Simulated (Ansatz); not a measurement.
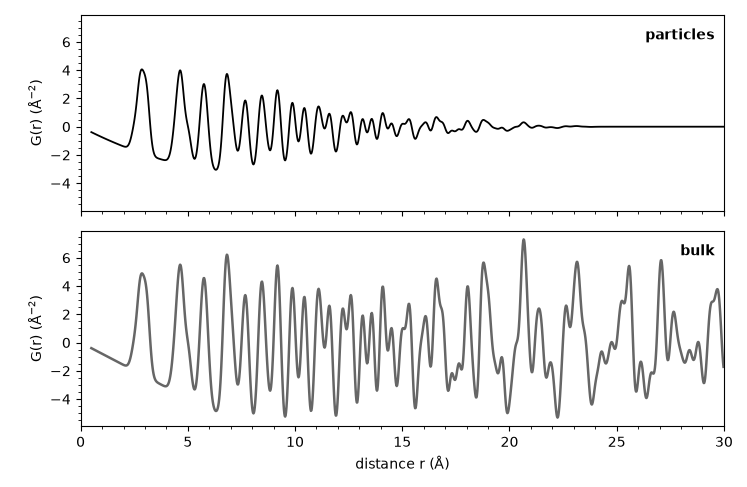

Computed X-ray G(r), with each pair weighted by the product of the atomic numbers (X-ray weights at Q = 0) and a uniform peak width σ = 0.15 Å, for spherical particles of Mo with the bulk structure: the bulk G(r) is multiplied by the envelope of a sphere of diameter D, 1 − 3r/2D + r³/2D³, with no surface relaxation. The number density is 0.063 atoms per Å³. Structure used: the geometry relaxed with DFT, r2SCAN, plane waves (500 eV) with PAW, scalar-relativistic in Ansatz 0.2.0; the starting structure was generated, so it need not be a known form of this composition.

Question: Estimate the particle diameter.

Answer: About 25 Å (2.5 nm): the signal is half of the bulk amplitude at r ≈ 8.7 Å and vanishes at r = D, fading from view somewhat earlier.

Question: Roughly how many atoms does one particle hold?

Answer: About 520 (number density 0.063 Å⁻³ times πD³/6).
